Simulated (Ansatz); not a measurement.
# TiC$_{3}$: what the fields show

Input file:

```
crystal:
  lattice:
    - [1.5921110971, 0.9192057705, 4.9666105046]
    - [-1.5921110971, 0.9192057705, 4.9666105046]
    - [0.0, -1.838411541, 4.9666105046]
  atoms:
    - { symbol: Ti, position: [0.0, 0.0, 0.0] }
    - { symbol: C, position: [0.5, 0.5, 0.5] }
    - { symbol: C, position: [0.5876137797, 0.5876137797, 0.5876137797] }
    - { symbol: C, position: [0.4123862203, 0.4123862203, 0.4123862203] }
basis:
  ecutwfc: 420
kpoints:
  mp_grid: { grid: [12, 12, 12] }
  band_path:
    path:
      - [[0.0, 0.0, 0.0], [0.5, 0.5, 0.5], [0.81049765, 0.18950235, 0.5]]
      - [[0.5, -0.18950235, 0.18950235], [0.5, 0.0, 0.0], [0.0, 0.0, 0.0], [0.34475118, -0.34475118, 0.0]]
      - [[0.65524882, 0.0, 0.34475118], [0.5, 0.0, 0.5], [0.0, 0.0, 0.0]]
    npoints: 14
hamiltonian:
  xc: pbe
scf:
  occupations: { method: gaussian, width: 0.1 }
  n_extra_bands: 10
output:
  forces: true
  stress: true
  eigenvalues: true
  populations: true
  dos: { projected: true, de: 0.02, nscf_kmesh: { grid: [15, 15, 15] } }
  bader: true
  write_density: true
  write_potential: true
  elf: true
  volumetric_format: npy
```

Command:

```sh
ansatz run input.yaml --threads 1 --pin off --max-ram 2560MiB --backend cpu --events-out ev --progress --plain --runs-dir out
```

Below, planes, directions and counts refer to the conventional cell (a = 3.18 Å, b = 3.18 Å, c = 14.90 Å, α = 90.00°, β = 90.00°, γ = 120.00°).

Space group R-3m; a generated structure, not necessarily the stable one; computed without spin polarisation.

All numbers below come from DFT PBE, scalar-relativistic, plane waves, PAW (Ansatz 0.2.0).

The density is the valence pseudo-density of a PAW calculation; it isn't the true density close to the nuclei.

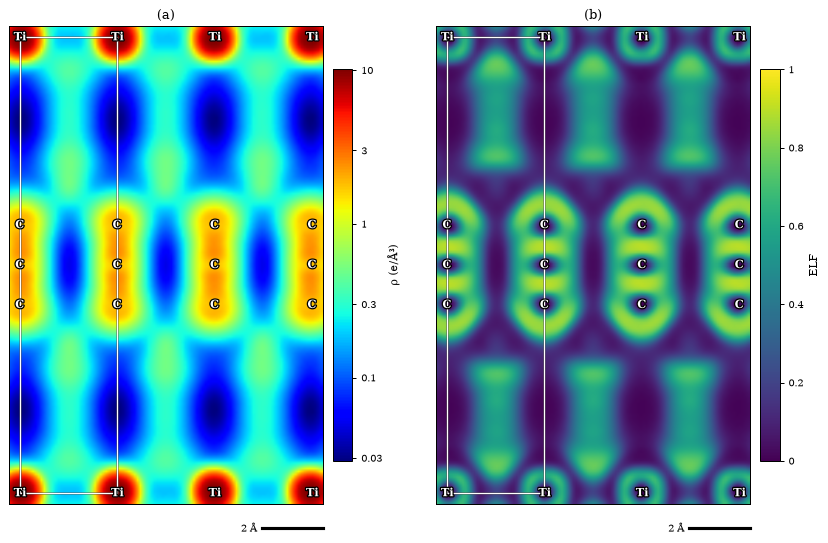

Figure 1. (a) valence charge density (pseudo); (b) ELF on the (100) plane of the conventional cell.

Question: Interpret the plot.

Answer:
- The section cuts through Ti and C sites.
- Atoms just off the plane (Ti, 0.9 Å away and C, 0.9 Å away) can leave unmarked features too.
- C–C (1.31 Å): ρ is about 2.4 e/Å³ halfway; the ELF peaks at about 0.90 between the atoms.
- Between the atoms the lowest density in this plane is 0.03 e/Å³.
- The features right at Ti lie inside the PAW spheres, where the map follows smoothed inner orbitals and isn't to be read closely.

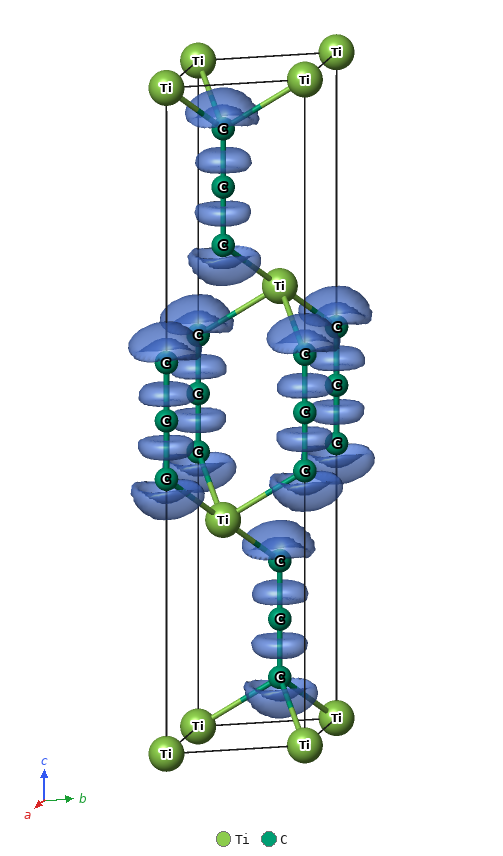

Figure 2. Isosurface of the ELF at 0.8 (blue), seen slightly off an axis. Only the valence region is drawn (cores and ρ < 0.01 e/Å³ removed). Sticks mark near contacts.

Question: What do the ELF domains correspond to?

Answer: At this value the surface marks out six regions between bonded C–C atoms and six regions wrapped around C (the valence shell of each), counted in one cell of 12 atoms. Regions shared between cells count once. Along the contacts the grid gives the following. Ti–C (2.18 Å): the ELF peaks at about 0.85 in the valence shell of C, 0.7 Å from its nucleus, and is about 0.35 at the midpoint.

Question: Metal or insulator at this level of theory?

Answer: It is metallic or semimetallic at this level of theory: no gap opens.

Question: What Bader charges does the calculation give?

Answer: Electrons move from Ti towards C. Bader charges: Ti +1.81 and C −0.65 to −0.52 e.
